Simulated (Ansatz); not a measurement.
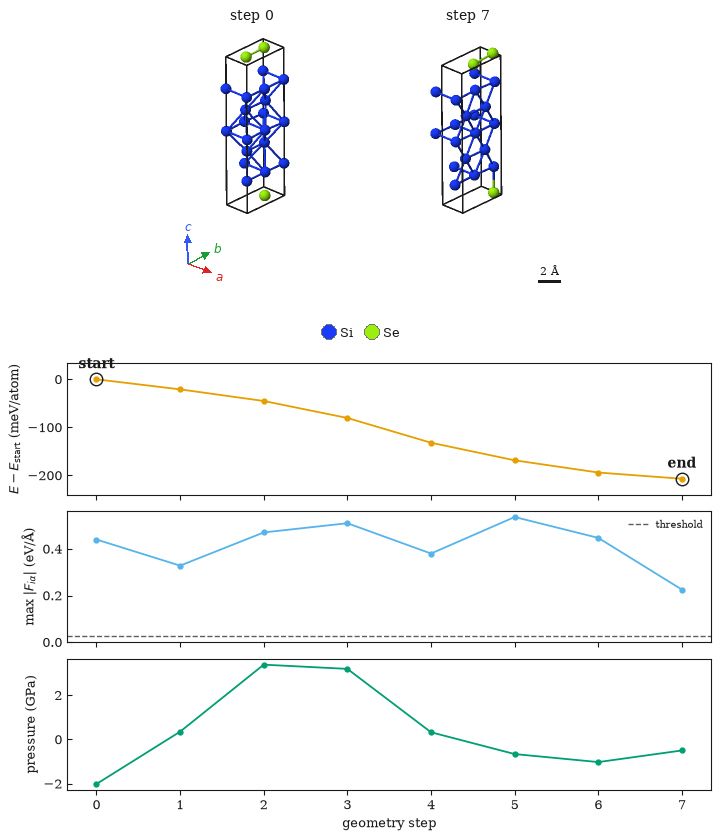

First and last geometry of a relaxation of crystalline Si5Se (a generated structure, set up in P1) (coarse preliminary run), with the history of the run. Style: ball-and-stick. Shown: the cell of the calculation, from a free direction.

Level of theory: DFT PBE, scalar-relativistic, plane waves, PAW (Ansatz). Settings: plane-wave cutoff 420 eV; k-point mesh 8 × 4 × 2; occupations gaussian; smearing width 0.2 eV; no spin polarisation; cell and atoms relaxed; force threshold 0.025 eV/Å; at most 60 steps.

**Read the history and describe the run.**

The run was cut off at its time limit before the relaxation converged, so the last structure is only a point on the way. A Se atom moves most relative to the cell: 1.15 Å roughly along [3 2 0]. By element the largest moves are Se 1.15 Å, Si 0.78 Å. Cell: a 2.655 → 2.565 Å (−3.4 %), b 5.195 → 5.386 Å (+3.7 %), c 15.512 → 14.601 Å (−5.9 %), α 90.6° → 90.8°, β 90.3° → 90.4°, γ 90.8° → 90.1°. Volume −5.7 %. Among the contacts that change: Se–Si 3.788 → 2.692 Å, Se–Si 3.788 → 2.775 Å, Se–Si 3.896 → 2.952 Å, Si–Si 2.830 → 3.668 Å. New bonds form, among them: Se–Si (3.79 → 2.69 Å). Bond angles that change, for instance: Si–Si–Si 63.5° → 90.6°, Si–Si–Si 116.5° → 89.4°, Si–Si–Si 63.5° → 90.3°. The space group stays P1 (No. 1). After 7 geometry steps the energy has fallen by 207 meV per atom. The largest force component goes from 0.44 to 0.23 eV/Å. Pressure: −2.01 GPa at the start and −0.50 GPa at the end.

Limits of the set-up: layers or molecules are held without a dispersion correction, so their spacing is unreliable.
